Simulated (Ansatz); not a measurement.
The calculation's input:

```
crystal:
  lattice:
    - [-4.0572464289, 4.0572464289, 5.9540720464]
    - [4.0572464289, -4.0572464289, 5.9540720464]
    - [4.0572464289, 4.0572464289, -5.9540720464]
  atoms:
    - { symbol: Cs, position: [0.75, 0.25, 0.5] }
    - { symbol: Cs, position: [0.25, 0.75, 0.5] }
    - { symbol: Pb, position: [0.0, 0.0, 0.0] }
    - { symbol: Pb, position: [0.5, 0.5, 0.0] }
    - { symbol: Br, position: [0.25, 0.25, 0.0] }
    - { symbol: Br, position: [0.75, 0.75, 0.0] }
    - { symbol: Br, position: [0.6844027349, 0.1844027349, 0.8688054699] }
    - { symbol: Br, position: [0.3155972651, 0.8155972651, 0.1311945301] }
    - { symbol: Br, position: [0.1844027349, 0.3155972651, 0.5] }
    - { symbol: Br, position: [0.8155972651, 0.6844027349, 0.5] }
basis:
  ecutwfc: 420
kpoints:
  mp_grid: { grid: [6, 6, 6] }
hamiltonian:
  xc: pbesol
scf:
  occupations: { method: gaussian, width: 0.05 }
output:
  forces: true
  stress: true
  eigenvalues: true
  write_density: true
  write_potential: true
  elf: true
  volumetric_format: npy
```

Command:

```sh
ansatz run input.yaml --threads 2 --pin off --max-ram 5120MiB --backend cpu --events-out ev --progress --plain --runs-dir out
```

Below, planes, directions and counts refer to the conventional cell (a = 8.11 Å, b = 8.11 Å, c = 11.91 Å, α = 90.00°, β = 90.00°, γ = 90.00°).

Space group I4/mcm; a structure from a database of computed crystals, not necessarily the ambient phase.

All numbers below come from DFT PBEsol, scalar-relativistic, plane waves, PAW (Ansatz 0.2.0).

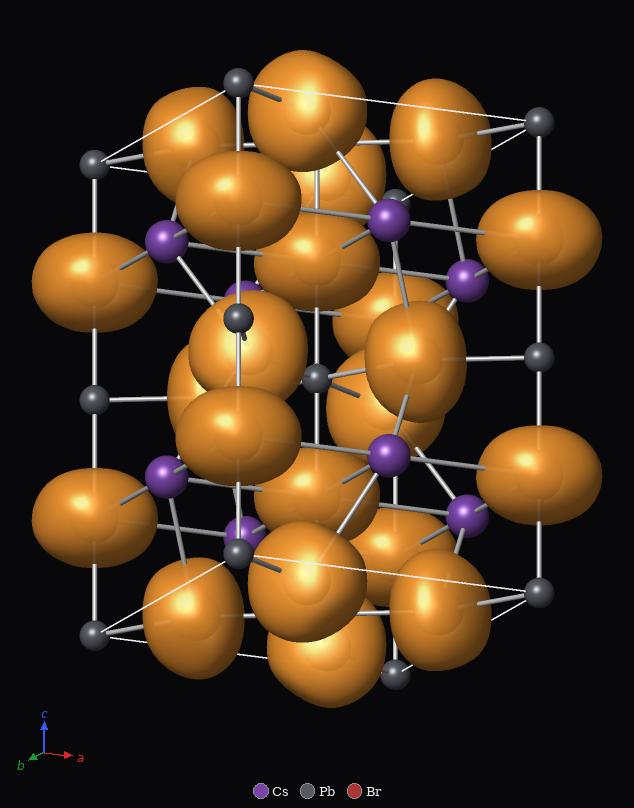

CsPbBr$_{3}$. Isosurface of the ELF at 0.65 (orange), seen at an oblique angle. Core shells and regions of very low density are left out. Sticks mark near contacts.

In a PAW calculation such maps are meaningful between the atoms, not at the nuclei.

Question: Identify the bonds, lone pairs and shells in this picture.

Answer: The ELF exceeds this value in twelve regions wrapped around Br (the valence shell of each), counted in one cell of 20 atoms. Regions shared between cells count once. Along the contacts the grid gives the following. Pb–Br (2.97 Å): the ELF is about 0.25 at the midpoint. Cs–Br (3.65 Å): the ELF is about 0.05 at the midpoint: a largely ionic contact.

Question: Does the calculation give a band gap?

Answer: It is gapped, with a Kohn–Sham gap of 1.6 eV on the k-point mesh (the band edges may lie off the mesh, which would make the gap smaller).
